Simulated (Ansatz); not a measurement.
# Run report: Si, single-point calculation

System: Si (I4₁/amd, 2 atoms in the cell).
Method: DFT, r2SCAN, plane waves, norm-conserving potentials (Ansatz 0.2.0).

The structure derives from a Materials Project entry.

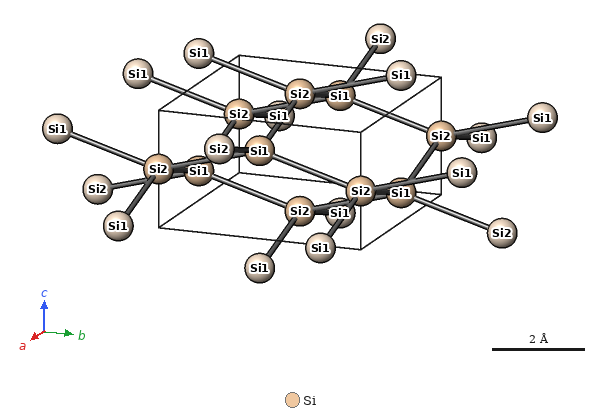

*The structure as given in the input (ball-and-stick view of the cell 2 times as large as that of the calculation, set on its symmetry axes, seen slightly off an axis; neighbours outside the cell are drawn fainter; atoms are numbered from 1 in the order of the input).*

The input
```yaml
crystal:
  lattice:
    - [-2.3713723045, 2.3713723045, 1.3292653899]
    - [2.3713723045, -2.3713723045, 1.3292653899]
    - [2.3713723045, 2.3713723045, -1.3292653899]
  atoms:
    - { symbol: Si, position: [0.25, 0.75, 0.5] }
    - { symbol: Si, position: [0.5, 0.5, 0.0] }
kpoints:
  mp_grid: { grid: [16, 16, 16] }
  band_path:
    path:
      - [0.0, 0.0, 0.0]
      - [0.0, 0.0, 0.5]
      - [-0.5, 0.5, 0.5]
      - [0.0, 0.0, 0.0]
      - [0.3285532063, 0.3285532063, -0.3285532063]
      - [-0.3285532063, 0.6714467937, 0.3285532063]
      - [-0.5, 0.5, 0.5]
      - [0.0, 0.0, 0.5]
      - [0.25, 0.25, 0.25]
    npoints: 14
scf:
  occupations: { method: fermi_dirac, width: 0.08 }
hamiltonian:
  xc: r2scan
  pseudopotentials: { kind: nc }
output:
  forces: true
  stress: true
  eigenvalues: true
  efg: { contact_densities: true }
  populations: true
basis:
  ecutwfc: "550 eV"
```

Run as:
```bash
ansatz run input.yaml --threads 1 --pin off --max-ram 2048MiB --backend cpu --events-out ev --progress --plain --runs-dir out
```

Log
```
Error: output.efg without hamiltonian.pseudopotentials.kind: paw|paw_fr|all_electron or hamiltonian.pseudopotentials.kind: all_electron — the all-electron EFG reconstruction needs the PAW one-centre densities; drop the efg request, or set kind: paw (paw_fr under spin-orbit coupling) (under a functional that reads the kinetic-energy density, kind: paw is refused in some combinations and carries risks of its own in the rest: see hamiltonian.xc for the refusals and hamiltonian.pseudopotentials.kind for the risks, both in the input reference; kind: paw is refused beside gw.static_remainder)
```

What the run reported

```csv
quantity,value
outcome,refused by the program
space group (tolerance 0.01 Å),I4₁/amd (141)
hardware,"1 thread of Intel Xeon @ 2.50GHz (Skylake/Cascade Lake), 192 GiB of memory available, shared host"
```

What went wrong

Settings chosen away from the usual ones: hamiltonian.xc = "r2scan", hamiltonian.pseudopotentials = {"kind": "nc"}, basis.ecutwfc = "550 eV". The program refused the input: “output.efg without hamiltonian.pseudopotentials.kind: paw|paw_fr|all_electron or hamiltonian.pseudopotentials.kind: all_electron — the all-electron EFG reconstruction needs the PAW one-centre densities …”
